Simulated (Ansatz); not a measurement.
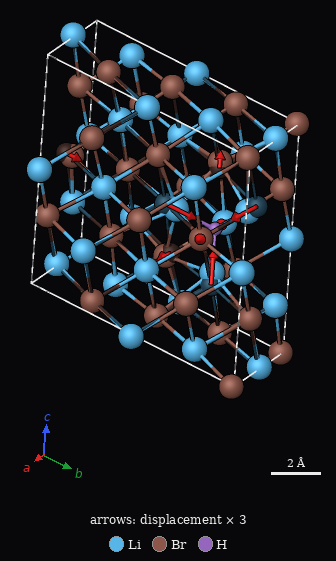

This is a relaxation of a defect cell of composition Li₁₆HBr₁₆ (cell charge −1). The starting structure is drawn faded, the final one solid; red arrows show the displacements, magnified 3 times.

The picture is a ball-and-stick view of the cell of the calculation (origin shifted), seen slightly off an axis.

Case: H interstitial, charge -1, atoms relaxed at the host's cell.

Method: DFT PBE, scalar-relativistic, plane waves, PAW (Ansatz 0.2.0).

Input file:
```yaml
crystal:
  lattice:
    - [5.5088933364, -5.5088933364, -5.5088933364]
    - [-5.5088933364, -5.5088933364, 5.5088933364]
    - [-5.5088933364, 5.5088933364, -5.5088933364]
  atoms:
    - { symbol: Li, position: [0.2451890453, 0.2451890453, 0.49734418] }
    - { symbol: Li, position: [0.2451890453, 0.49734418, 0.2451890453] }
    - { symbol: Li, position: [0.2548109547, 0.75, 0.0021551347] }
    - { symbol: Li, position: [0.0021551347, 0.2548109547, 0.75] }
    - { symbol: Li, position: [0.2548109547, 0.0021551347, 0.75] }
    - { symbol: Li, position: [0.00265582, 0.4978448653, 0.4978448653] }
    - { symbol: Li, position: [0.0021551347, 0.75, 0.2548109547] }
    - { symbol: Li, position: [0.75, 0.2548109547, 0.0021551347] }
    - { symbol: Li, position: [0.9953576646, 0.9953576646, 0.9953576646] }
    - { symbol: Li, position: [0.75, 0.5046423354, 0.75] }
    - { symbol: Li, position: [0.75, 0.75, 0.5046423354] }
    - { symbol: Li, position: [0.49734418, 0.2451890453, 0.2451890453] }
    - { symbol: Li, position: [0.75, 0.0021551347, 0.2548109547] }
    - { symbol: Li, position: [0.4978448653, 0.4978448653, 0.00265582] }
    - { symbol: Li, position: [0.5046423354, 0.75, 0.75] }
    - { symbol: Li, position: [0.4978448653, 0.00265582, 0.4978448653] }
    - { symbol: Br, position: [0.2526856502, 0.4997516507, 0.75] }
    - { symbol: Br, position: [0.2526856502, 0.75, 0.4997516507] }
    - { symbol: Br, position: [0.2473143498, -0.0029339995, 0.2473143498] }
    - { symbol: Br, position: [0.0002483493, 0.5029339995, 0.0002483493] }
    - { symbol: Br, position: [0.2473143498, 0.2473143498, -0.0029339995] }
    - { symbol: Br, position: [0.0154540556, 0.75, 0.75] }
    - { symbol: Br, position: [0.0002483493, 0.0002483493, 0.5029339995] }
    - { symbol: Br, position: [0.75, 0.4997516507, 0.2526856502] }
    - { symbol: Br, position: [-0.0029339995, 0.2473143498, 0.2473143498] }
    - { symbol: Br, position: [0.75, 0.75, 0.0154540556] }
    - { symbol: Br, position: [0.75, 0.0154540556, 0.75] }
    - { symbol: Br, position: [0.4845459444, 0.4845459444, 0.4845459444] }
    - { symbol: Br, position: [0.75, 0.2526856502, 0.4997516507] }
    - { symbol: Br, position: [0.4997516507, 0.75, 0.2526856502] }
    - { symbol: Br, position: [0.5029339995, 0.0002483493, 0.0002483493] }
    - { symbol: Br, position: [0.4997516507, 0.2526856502, 0.75] }
    - { symbol: H, position: [0.75, 0.75, 0.75] }
  host:
    lattice:
      - [0.0, 2.7544466682, 2.7544466682]
      - [2.7544466682, 0.0, 2.7544466682]
      - [2.7544466682, 2.7544466682, 0.0]
    atoms:
      - { symbol: Li, position: [0.0, 0.0, 0.0] }
      - { symbol: Br, position: [0.5, 0.5, 0.5] }
total_charge: -1
basis:
  ecutwfc: 420
  xc_grid: 2
kpoints:
  mp_grid: { grid: [2, 2, 2], shift: [0.5, 0.5, 0.5] }
hamiltonian:
  xc: pbe
scf:
  occupations: { method: gaussian, width: 0.01 }
output:
  forces: true
  stress: false
  eigenvalues: true
  charged_corrections:
    defect_position: [0.75, 0.75, 0.75]
    epsilon: [[17.5523, 0.0, 0.0], [0.0, 17.5523, 0.0], [0.0, 0.0, 17.5523]]
relax:
  adjacent_minimum: "off"
  f_tol: 0.025
  max_steps: 45
```

Run as
```bash
ansatz run input.yaml --threads 4 --pin off --max-ram 6144MiB --backend cpu --events-out ev --progress --plain --runs-dir out
```

Q: What happened in the run?

A: Over 5 accepted moves (6 points after the start) the energy falls by 1.529 eV per cell of the calculation. Largest force component: 0.61 eV/Å at the start, 0.02 eV/Å at the end. 1 step only repeated the SCF at the same geometry. The largest moves, 0.51 Å, are those of Li9, Li10, Li11 and Li15. Li11 goes along +c. By element the largest moves are Li 0.51 Å, Br 0.26 Å. H stays in place. The cell doesn't change. Some distances before and after: Li10–H33 2.341 → 1.829 Å, Li10–Br20 2.767 → 3.070 Å, Li12–Br28 2.710 → 2.641 Å, Li12–Br31 2.730 → 2.680 Å. Among the angles between lasting bonds that change: Li9–Br22–Li10 85.4° → 64.9°, Br20–Li10–Br28 176.5° → 156.4°, Li3–Br22–Li11 174.7° → 157.1°.

Limits of the set-up: the cell is charged, on a uniform background, and energies carry no finite-size correction.
